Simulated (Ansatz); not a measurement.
System: Yb, space group Fm-3m (No. 225) (one of a set of cubic test structures, which need not be the stable phase).

Calculation (Ansatz 0.2.0 development build): equation of state of a cubic crystal from periodic Kohn-Sham density functional theory without spin, third-order Birch-Murnaghan fit to the free energies; pressure corrected for the finite basis. Level: PBE.

structure type fcc; atoms in cell 1; space group number 225; lattice centring face-centred primitive; k mesh 36×36×36; occupation method Fermi–Dirac; occupation width 0.06123 eV; wave cutoff 420 eV; datasets soft-1 PAW; density tolerance 1e−07 eV; bands 16; density cutoff ratio 4; search for lower states default.

What does the calculation give for the energy above the lowest point and pressure against volume? The volume takes the values 33.55, 34.26, 34.98, 35.69, 36.40, 37.12, 37.83 Å³/atom.

A third-order Birch–Murnaghan fit gives V0 = 35.64 Å³/atom, B0 = 18.8 GPa and B′ = 3.3. The energy above the lowest point is 7.882 meV/atom at volume 33.55 Å³/atom and 7.252 meV/atom at 37.83 Å³/atom; the lowest computed point is at volume 35.69 Å³/atom (0.000 meV/atom). The pressure falls from 1.259 GPa at volume 33.55 Å³/atom to −1.016 GPa at 37.83 Å³/atom, and changes sign near 35.64 Å³/atom.

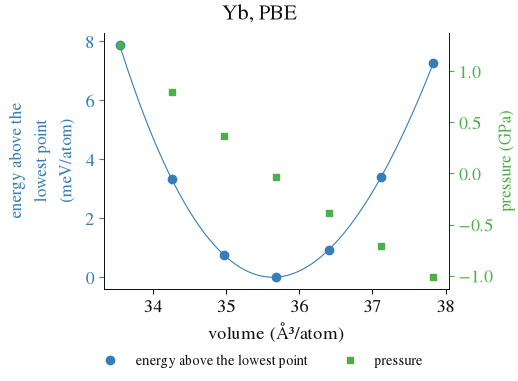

Keep in mind: semilocal functionals place the filled 4f shell too high and overbind.
